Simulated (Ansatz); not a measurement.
Geometry relaxation, with input and output: Pt$_{6}$HS$_{12}$ (part 1 of 3)

The run: geometry relaxation of Pt$_{6}$HS$_{12}$ (defect cell, 19 atoms in the cell). Method and program: DFT PBE+D3(BJ), scalar-relativistic, plane waves, PAW, no spin polarisation (Ansatz 0.2.0).

The structure derives from an entry of the Crystallography Open Database. It belongs to a series of runs on one base structure; here: H interstitial, charge +0, atoms relaxed.

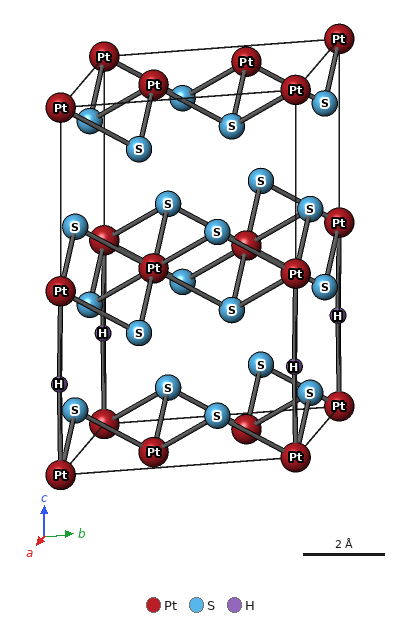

The starting structure (ball-and-stick view of the cell of the calculation, seen slightly off an axis).

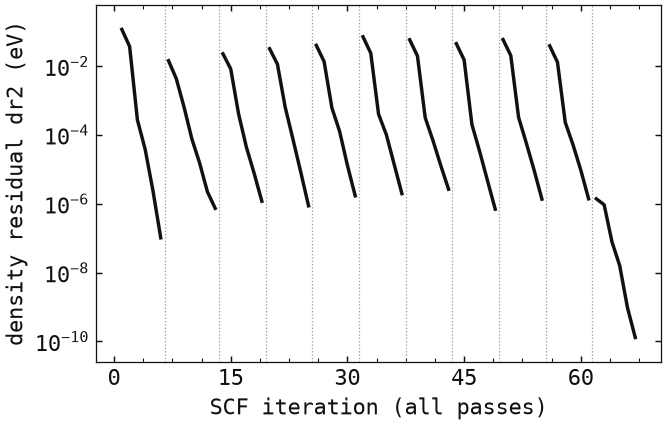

Convergence of the self-consistent field: density residual dr2 against the SCF iteration. The dotted lines part the SCF passes of the relaxation: geometry steps, rejected trials and re-solves on a re-selected basis. The 11 passes take 6 to 7 iterations each, 67 in all.

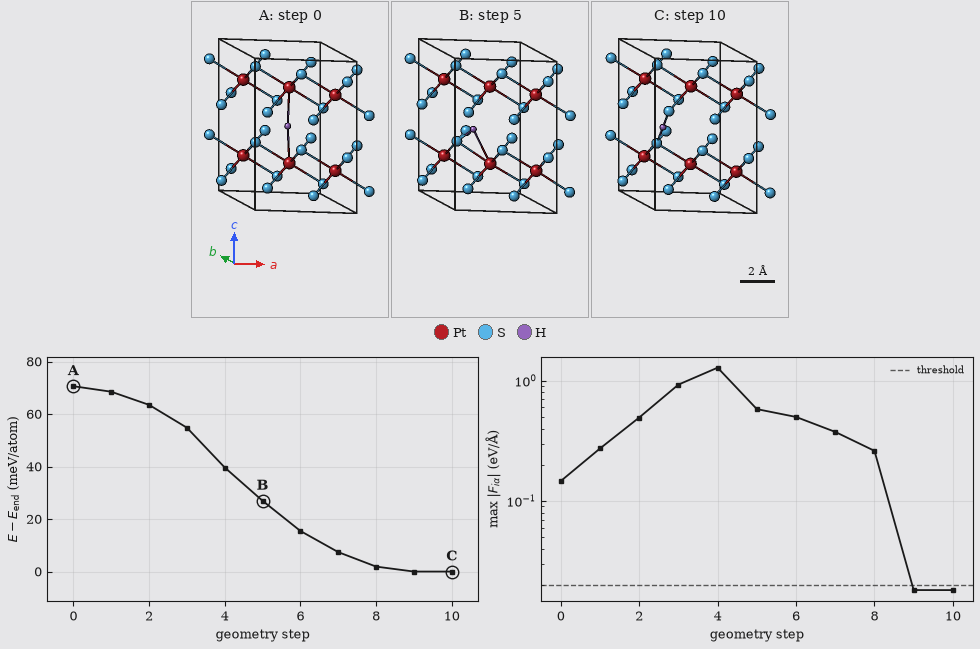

Frames of the relaxation (ball-and-stick view of the cell of the calculation (origin shifted), with bonded neighbours outside it, seen slightly off an axis) above the curves, on which the letters mark them (the first geometry is step 0 here and step 1 in the log).

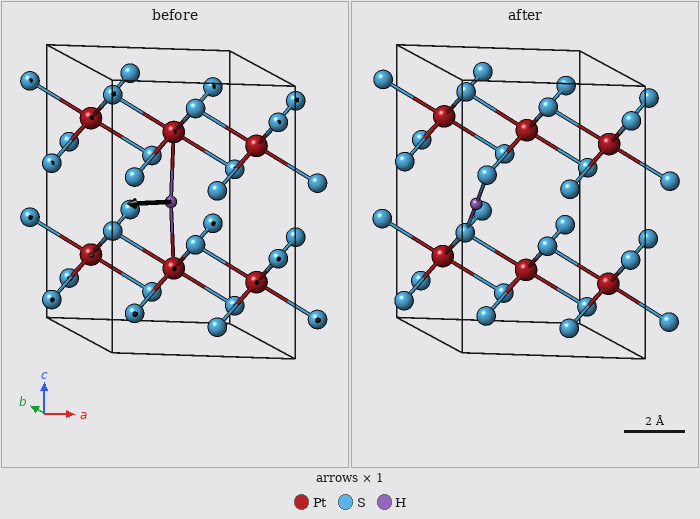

Before (left) and after (right) the relaxation, at one scale (ball-and-stick view of the cell of the calculation (origin shifted), with bonded neighbours outside it, seen slightly off an axis). The black arrows give the displacements, at true length. The atom that moves furthest is H19 (1.59 Å). By element the largest moves are H 1.59 Å, S 0.17 Å, Pt 0.14 Å. The lattice vectors keep their values. Among the contacts that change: S13–H19 2.306 → 1.579 Å, Pt3–H19 2.283 → 2.991 Å, S9–H19 2.253 → 1.574 Å, Pt4–H19 2.383 → 2.992 Å. New bonds form: S13–H19 (2.31 → 1.58 Å), S9–H19 (2.25 → 1.57 Å). The energy falls by 70.6 meV per atom in 10 geometry steps. Largest force component: 0.15 eV/Å at the start, 0.018 eV/Å at the end. (Atoms are counted from 1 in the order of the input.)

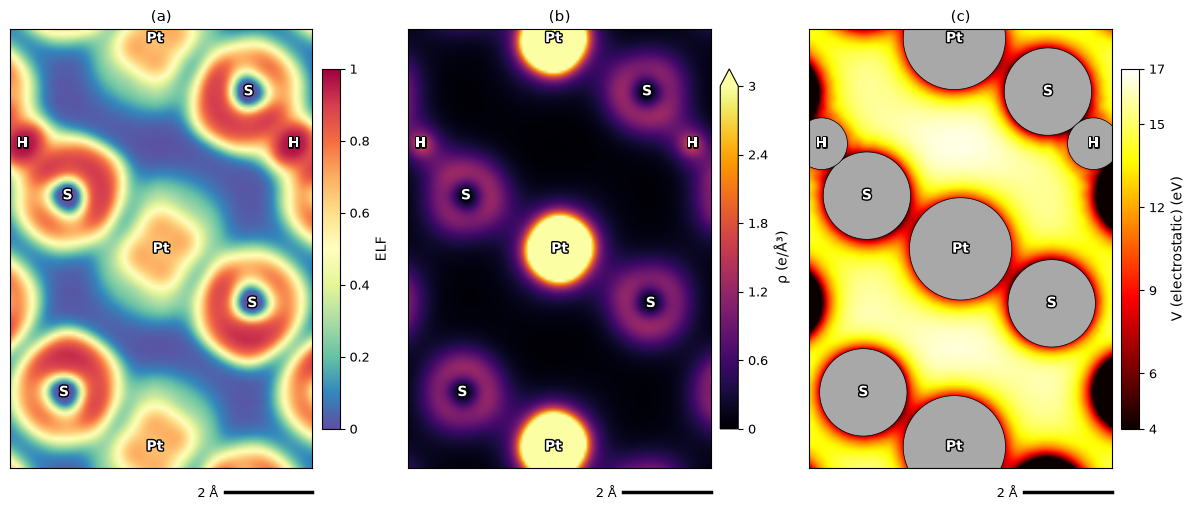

(a) electron localisation function; (b) valence pseudo-density; (c) electrostatic potential (local pseudopotential plus Hartree) felt by an electron on the (100) plane of the calculation cell. Grey discs, where drawn, cover atomic cores. The section cuts through Pt, S and H sites. S–H (1.57 Å): the density is about 1.1 e/Å³ at the midpoint, with its minimum of 0.87 e/Å³ about 1.1 Å from S; the ELF climbs to about 0.95 towards the hydrogen, as it does in any bond to H. Pt–S (2.42 Å): the density is about 0.63 e/Å³ at the midpoint; the ELF is about 0.45 at the midpoint. Away from the nuclei the density in this plane falls to 0.02 e/Å³ at its lowest. The strong features right at Pt lie inside the PAW spheres (semicore, d or f shells) and say nothing about bonding. Outside the cores the potential energy rises away from the atoms and is highest about 2.3 Å from the nearest atoms; outside the discs it spans about 12 eV, and its zero is arbitrary. In a PAW calculation such maps are meaningful between the atoms, not at the nuclei.

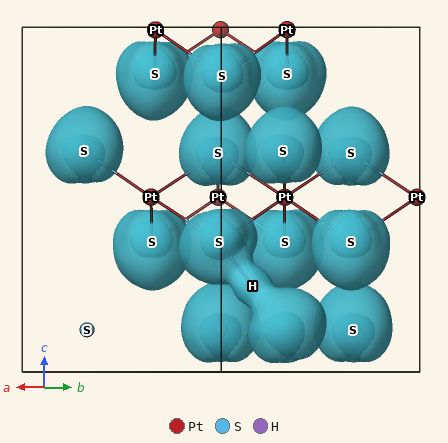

Isosurface of the ELF at 0.7 (cyan), seen along [110]. Only the valence region is drawn (cores and ρ < 0.01 e/Å³ removed). Sticks mark near contacts. The outline is the calculation cell. Profiles from the grid: S–H (1.57 Å): the ELF climbs to about 0.95 towards the hydrogen. Pt–S (2.38 Å): the ELF is about 0.45 at the midpoint.

The input that produced these results follows, with the program's output.

Input file:
```yaml
crystal:
  lattice:
    - [0.0, -6.2064721004, 0.0]
    - [5.3749625069, 3.1032360502, 0.0]
    - [0.0, 0.0, 9.3245486798]
  atoms:
    - { symbol: Pt, position: [0.6666666667, 0.3333333333, 0.0] }
    - { symbol: Pt, position: [0.6666666667, 0.3333333333, 0.5] }
    - { symbol: Pt, position: [0.0, 0.0, 0.0] }
    - { symbol: Pt, position: [0.0, 0.0, 0.5] }
    - { symbol: Pt, position: [0.3333333333, 0.6666666667, 0.0] }
    - { symbol: Pt, position: [0.3333333333, 0.6666666667, 0.5] }
    - { symbol: S, position: [0.3333333333, 0.3333333333, 0.1293758707] }
    - { symbol: S, position: [0.3333333333, 0.3333333333, 0.6293758707] }
    - { symbol: S, position: [0.6666666667, 0.0, 0.1293758707] }
    - { symbol: S, position: [0.6666666667, 0.0, 0.6293758707] }
    - { symbol: S, position: [0.0, 0.6666666667, 0.1293758707] }
    - { symbol: S, position: [0.0, 0.6666666667, 0.6293758707] }
    - { symbol: S, position: [0.6666666667, 0.6666666667, 0.3706241293] }
    - { symbol: S, position: [0.6666666667, 0.6666666667, 0.8706241293] }
    - { symbol: S, position: [0.0, 0.3333333333, 0.3706241293] }
    - { symbol: S, position: [0.0, 0.3333333333, 0.8706241293] }
    - { symbol: S, position: [0.3333333333, 1.0, 0.3706241293] }
    - { symbol: S, position: [0.3333333333, 1.0, 0.8706241293] }
    - { symbol: H, position: [-0.0186994806, -0.0087294947, 0.2446370648] }
basis:
  ecutwfc: 420
  xc_grid: 2
kpoints:
  mp_grid: { grid: [4, 4, 3], shift: [0.0, 0.0, 0.0] }
hamiltonian:
  xc: pbe
  dispersion: d3bj
scf:
  occupations: { method: gaussian, width: 0.1 }
output:
  forces: true
  stress: false
  eigenvalues: true
  write_density: true
  write_potential: true
  elf: true
  volumetric_format: npy
relax:
  adjacent_minimum: "off"
  f_tol: 0.02
  max_steps: 60
```

Launched with:
```bash
ansatz run input.yaml --threads 4 --pin off --max-ram 8192MiB --backend cpu --events-out ev --progress --plain --runs-dir out
```

Log:
```
Engine: ansatz 0.2.0, aarch64-unknown-linux-gnu
Pseudopotentials: kind: paw
Pseudopotential: Pt, paw, valence charge 18, recommended cutoff 420 eV (normal), Pt.paw.azcp
Pseudopotential: S, paw, valence charge 6, recommended cutoff 420 eV (normal), S.paw.azcp
Pseudopotential: H, paw, valence charge 1, recommended cutoff 420 eV (normal), H.paw.azcp
Functional definition: PBE
  parameter kappa = 0.804
  parameter beta = 0.06672455060314922
  exchange = pbe_x(kappa = kappa, mu = beta*pi^2/3)
  correlation = pbe_c(beta = beta)
Crystal: 19 atoms, lattice volume = 311.063 Å³
Basis set: ecut = 420 eV, 6085 PW (Γ), exchange–correlation on 90×90×128 points (8 copies of the dense FFT grid, shifted against one another)
Bands: 110, of which v1, the nominal top of the filled ones, is band 91 counted from 1 (90 counted from 0)
Symmetry: 1 space group operations
Space group: P1 (ITA 1), of the structure as read, at distance tolerance 6.8e-5 Å
k-points: 26 of 48 (time reversal used)
Non-local potential: Pt, projectors of the file, l = 0: 3, l = 1: 2, l = 2: 2, l = 3: 1
Non-local potential: S, projectors of the file, l = 0: 2, l = 1: 2, l = 2: 2
Non-local potential: H, projectors of the file, l = 0: 2, l = 1: 1
PAW form: soft (Blöchl's): semilocal exchange-correlation on the pseudo side does not see the compensation charge
PAW one-centre angular grid: Pt, 590 points (default); XC on 64 Gauss nodes
PAW one-centre angular grid: S, 110 points (default); XC on 64 Gauss nodes
PAW one-centre angular grid: H, 110 points (default); XC on 64 Gauss nodes
Initial density: superposition of atomic densities (neutral atoms: chi_scale 0, normalization atom), corrected by the library's trained network
Initial wavefunctions: pseudopotential atomic-orbital guess
Functional: x = pbe(κ = 0.804, μ = 0.2195149727645171), c = pbe(β = 0.06672455060314922)
SCF iter   1: F=—  HF=-85990.480231 eV  |F-HF|=—  |Δ(HF+E_count)|=         —  Δρ=5.12e-3  dr2=1.17e-1  ethr=1.77e-3  ⟨swp⟩=5.3  Hψ=10707  notcnv=0  defer=37
preconditioner: auto → Resta (q_TF=auto, 2.493 Å⁻¹)  ε∞=8.6  [insulator: Δε(μ)=0.166 eV  Ē_g=8.833 eV  σ=0.100 eV  W_gap=0.66  n_scr=96 (ndim 8)  ℏωp=24.3 eV  f_vac=0.003  D(μ)=2.04/eV (n_scr^D=2)  ε∞_Penn≈8.6]
SCF iter   2: F=—  HF=-85990.468761 eV  |F-HF|=—  |Δ(HF+E_count)|=   1.15e-2  Δρ=2.86e-3  dr2=3.74e-2  ethr=6.48e-5  ⟨swp⟩=1.4  Hψ=3312  notcnv=0  defer=46
SCF iter   3: F=—  HF=-85990.463382 eV  |F-HF|=—  |Δ(HF+E_count)|=   5.38e-3  Δρ=3.00e-4  dr2=2.75e-4  ethr=2.07e-5  ⟨swp⟩=2.0  Hψ=3971  notcnv=0  defer=46
SCF iter   4: F=—  HF=-85990.463455 eV  |F-HF|=—  |Δ(HF+E_count)|=   7.28e-5  Δρ=9.21e-5  dr2=3.81e-5  ethr=1.52e-7  ⟨swp⟩=2.0  Hψ=4583  notcnv=0  defer=47
iter 5 did not close the SCF: its close was put off for the readings that it lacked (scf_convergence_deferred on its scf_iter line)
SCF iter   5: F=-85990.463463 eV  HF=-85990.463462 eV  |F-HF|=6.16e-7  |Δ(HF+E_count)|=   6.81e-6  Δρ=2.13e-5  dr2=2.40e-6  ethr=2.10e-8  ⟨swp⟩=2.0  Hψ=3972  notcnv=0  defer=47
SCF iter   6: F=-85990.463463 eV  HF=-85990.463463 eV  |F-HF|=7.64e-8  |Δ(HF+E_count)|=   1.30e-6  Δρ=5.20e-6  dr2=1.02e-7  ethr=1.32e-9  ⟨swp⟩=13.3  Hψ=22986  notcnv=0
SCF 1 converged in 6 iterations: F = -85990.463463 eV  dr2 = 1.02e-7
  greatest PAW one-centre occupation: 1.000 electrons in one spin orbital (limit 2), on the Pt atom at site 2 (counted from 0), in its partial waves of l = 0
relax step   1: F+E_penalty+E_count = -85990.46346327 eV  Δ(F+E_penalty+E_count) = +0.000e0 eV  max|allowed force component| = 1.463e-1 eV/Å  Δτ_max = 0.0000 Å  (6 SCF iters, dr2 threshold 1.00e-5 eV, accepted)
Initial density: handed on by an earlier stage of this run
Initial wavefunctions: those handed on with the density
iter 1 solved again at ethr=7.92e-6 eV; its pass at ethr=3.10e-3 eV (dr2=1.43e-2 eV) is discarded
SCF iter   1: F=—  HF=-85990.504637 eV  |F-HF|=—  |Δ(HF+E_count)|=         —  Δρ=3.88e-3  dr2=1.44e-2  ethr=7.92e-6  ⟨swp⟩=1.9  Hψ=8439  notcnv=0  defer=322
preconditioner: auto → Kerker (q_TF=auto, 2.493 Å⁻¹)  [metal: Δε(μ)=0.008 eV  Ē_g=8.827 eV  σ=0.100 eV  W_gap=0.05  n_scr=96 (ndim 8)  ℏωp=24.3 eV  f_vac=0.002  D(μ)=3.17/eV (n_scr^D=22)]
SCF iter   2: F=—  HF=-85990.503643 eV  |F-HF|=—  |Δ(HF+E_count)|=   9.94e-4  Δρ=2.12e-3  dr2=4.32e-3  ethr=7.92e-6  ⟨swp⟩=1.0  Hψ=2538  notcnv=0  defer=322
SCF iter   3: F=—  HF=-85990.503391 eV  |F-HF|=—  |Δ(HF+E_count)|=   2.52e-4  Δρ=3.89e-4  dr2=6.42e-4  ethr=2.39e-6  ⟨swp⟩=2.4  Hψ=4304  notcnv=0  defer=322
SCF iter   4: F=—  HF=-85990.503333 eV  |F-HF|=—  |Δ(HF+E_count)|=   5.84e-5  Δρ=1.25e-4  dr2=7.71e-5  ethr=3.55e-7  ⟨swp⟩=2.0  Hψ=4569  notcnv=0  defer=322
SCF iter   5: F=—  HF=-85990.503332 eV  |F-HF|=—  |Δ(HF+E_count)|=   6.46e-7  Δρ=4.12e-5  dr2=1.52e-5  ethr=4.26e-8  ⟨swp⟩=2.0  Hψ=3948  notcnv=0  defer=322
SCF iter   6: F=—  HF=-85990.503332 eV  |F-HF|=—  |Δ(HF+E_count)|=   5.77e-7  Δρ=1.55e-5  dr2=2.23e-6  ethr=8.42e-9  ⟨swp⟩=2.0  Hψ=3899  notcnv=0  defer=322
SCF iter   7: F=-85990.503331 eV  HF=-85990.503332 eV  |F-HF|=5.38e-7  |Δ(HF+E_count)|=   1.06e-7  Δρ=1.04e-5  dr2=7.36e-7  ethr=7.39e-10  ⟨swp⟩=14.7  Hψ=21143  notcnv=0
SCF 2 converged in 7 iterations: F = -85990.503331 eV  dr2 = 7.36e-7
relax step   2: F+E_penalty+E_count = -85990.50333141 eV  Δ(F+E_penalty+E_count) = -3.987e-2 eV  max|allowed force component| = 2.731e-1 eV/Å  Δτ_max = 0.1375 Å  (7 SCF iters, dr2 threshold 1.34e-6 eV, accepted)
SCF iter   1: F=—  HF=-85990.601129 eV  |F-HF|=—  |Δ(HF+E_count)|=         —  Δρ=3.67e-3  dr2=2.28e-2  ethr=1.33e-4  ⟨swp⟩=2.9  Hψ=5492  notcnv=0  defer=301
preconditioner: auto → Kerker (q_TF=auto, 2.493 Å⁻¹)  [metal: Δε(μ)=0.019 eV  Ē_g=8.838 eV  σ=0.100 eV  W_gap=0.11  n_scr=96 (ndim 8)  ℏωp=24.3 eV  f_vac=0.002  D(μ)=4.21/eV (n_scr^D=22)]
SCF iter   2: F=—  HF=-85990.599403 eV  |F-HF|=—  |Δ(HF+E_count)|=   1.73e-3  Δρ=2.04e-3  dr2=8.27e-3  ethr=1.26e-5  ⟨swp⟩=1.2  Hψ=3316  notcnv=0  defer=289
SCF iter   3: F=—  HF=-85990.598421 eV  |F-HF|=—  |Δ(HF+E_count)|=   9.82e-4  Δρ=2.39e-4  dr2=4.17e-4  ethr=4.57e-6  ⟨swp⟩=2.0  Hψ=3878  notcnv=0  defer=289
SCF iter   4: F=—  HF=-85990.598430 eV  |F-HF|=—  |Δ(HF+E_count)|=   9.05e-6  Δρ=8.72e-5  dr2=4.51e-5  ethr=2.30e-7  ⟨swp⟩=2.0  Hψ=3886  notcnv=0  defer=289
SCF iter   5: F=—  HF=-85990.598430 eV  |F-HF|=—  |Δ(HF+E_count)|=   3.33e-7  Δρ=2.68e-5  dr2=7.77e-6  ethr=2.49e-8  ⟨swp⟩=2.0  Hψ=3974  notcnv=0  defer=289
SCF iter   6: F=-85990.598429 eV  HF=-85990.598430 eV  |F-HF|=9.55e-7  |Δ(HF+E_count)|=   2.82e-7  Δρ=7.94e-6  dr2=1.18e-6  ethr=2.58e-9  ⟨swp⟩=15.3  Hψ=21595  notcnv=0
SCF 3 converged in 6 iterations: F = -85990.598429 eV  dr2 = 1.18e-6
relax step   3: F+E_penalty+E_count = -85990.59842900 eV  Δ(F+E_penalty+E_count) = -9.510e-2 eV  max|allowed force component| = 4.943e-1 eV/Å  Δτ_max = 0.1951 Å  (6 SCF iters, dr2 threshold 4.66e-6 eV, accepted)
SCF iter   1: F=—  HF=-85990.767712 eV  |F-HF|=—  |Δ(HF+E_count)|=         —  Δρ=4.55e-3  dr2=3.21e-2  ethr=1.31e-4  ⟨swp⟩=3.6  Hψ=6116  notcnv=0  defer=274
preconditioner: auto → Kerker (q_TF=auto, 2.493 Å⁻¹)  [metal: Δε(μ)=0.017 eV  Ē_g=8.853 eV  σ=0.100 eV  W_gap=0.09  n_scr=96 (ndim 8)  ℏωp=24.3 eV  f_vac=0.002  D(μ)=5.17/eV (n_scr^D=22)]
SCF iter   2: F=—  HF=-85990.765171 eV  |F-HF|=—  |Δ(HF+E_count)|=   2.54e-3  Δρ=2.52e-3  dr2=1.14e-2  ethr=1.77e-5  ⟨swp⟩=1.1  Hψ=3308  notcnv=0  defer=268
SCF iter   3: F=—  HF=-85990.763785 eV  |F-HF|=—  |Δ(HF+E_count)|=   1.39e-3  Δρ=2.95e-4  dr2=6.40e-4  ethr=6.29e-6  ⟨swp⟩=2.1  Hψ=4017  notcnv=0  defer=268
SCF iter   4: F=—  HF=-85990.763725 eV  |F-HF|=—  |Δ(HF+E_count)|=   5.93e-5  Δρ=1.02e-4  dr2=7.44e-5  ethr=3.53e-7  ⟨swp⟩=2.0  Hψ=3956  notcnv=0  defer=268
iter 5 did not close the SCF: its close was put off for the readings that it lacked (scf_convergence_deferred on its scf_iter line)
SCF iter   5: F=-85990.763723 eV  HF=-85990.763727 eV  |F-HF|=4.45e-6  |Δ(HF+E_count)|=   2.14e-6  Δρ=3.00e-5  dr2=8.32e-6  ethr=4.11e-8  ⟨swp⟩=2.0  Hψ=4017  notcnv=0  defer=268
SCF iter   6: F=-85990.763727 eV  HF=-85990.763728 eV  |F-HF|=5.24e-7  |Δ(HF+E_count)|=   4.84e-7  Δρ=8.93e-6  dr2=8.71e-7  ethr=4.59e-9  ⟨swp⟩=13.1  Hψ=20969  notcnv=0
SCF 4 converged in 6 iterations: F = -85990.763727 eV  dr2 = 8.71e-7
  greatest PAW one-centre occupation: 1.000 electrons in one spin orbital (limit 2), on the Pt atom at site 3 (counted from 0), in its partial waves of l = 0
relax step   4: F+E_penalty+E_count = -85990.76372746 eV  Δ(F+E_penalty+E_count) = -1.653e-1 eV  max|allowed force component| = 9.290e-1 eV/Å  Δτ_max = 0.1949 Å  (6 SCF iters, dr2 threshold 1.00e-4 eV, accepted)
SCF iter   1: F=—  HF=-85991.057044 eV  |F-HF|=—  |Δ(HF+E_count)|=         —  Δρ=5.20e-3  dr2=4.02e-2  ethr=1.87e-4  ⟨swp⟩=4.0  Hψ=7167  notcnv=0  defer=267
preconditioner: auto → Kerker (q_TF=auto, 2.493 Å⁻¹)  [metal: Δε(μ)=0.031 eV  Ē_g=8.874 eV  σ=0.100 eV  W_gap=0.17  n_scr=96 (ndim 8)  ℏωp=24.3 eV  f_vac=0.002  D(μ)=5.52/eV (n_scr^D=34)]
SCF iter   2: F=—  HF=-85991.053553 eV  |F-HF|=—  |Δ(HF+E_count)|=   3.49e-3  Δρ=2.90e-3  dr2=1.36e-2  ethr=2.22e-5  ⟨swp⟩=1.2  Hψ=3309  notcnv=0  defer=260
SCF iter   3: F=—  HF=-85991.051900 eV  |F-HF|=—  |Δ(HF+E_count)|=   1.65e-3  Δρ=3.19e-4  dr2=6.17e-4  ethr=7.53e-6  ⟨swp⟩=2.4  Hψ=4391  notcnv=0  defer=260
SCF iter   4: F=—  HF=-85991.051864 eV  |F-HF|=—  |Δ(HF+E_count)|=   3.65e-5  Δρ=1.07e-4  dr2=1.26e-4  ethr=3.41e-7  ⟨swp⟩=2.1  Hψ=3798  notcnv=0  defer=260
iter 5 did not close the SCF: its close was put off for the readings that it lacked (scf_convergence_deferred on its scf_iter line)
SCF iter   5: F=-85991.051855 eV  HF=-85991.051862 eV  |F-HF|=7.58e-6  |Δ(HF+E_count)|=   1.68e-6  Δρ=3.31e-5  dr2=1.30e-5  ethr=6.93e-8  ⟨swp⟩=2.0  Hψ=4023  notcnv=0  defer=260
SCF iter   6: F=-85991.051861 eV  HF=-85991.051863 eV  |F-HF|=1.15e-6  |Δ(HF+E_count)|=   4.94e-7  Δρ=1.10e-5  dr2=1.70e-6  ethr=7.19e-9  ⟨swp⟩=13.3  Hψ=21089  notcnv=0
SCF 5 converged in 6 iterations: F = -85991.051861 eV  dr2 = 1.70e-6
relax step   5: F+E_penalty+E_count = -85991.05186145 eV  Δ(F+E_penalty+E_count) = -2.881e-1 eV  max|allowed force component| = 1.285e0 eV/Å  Δτ_max = 0.1976 Å  (6 SCF iters, dr2 threshold 1.00e-4 eV, accepted)
```
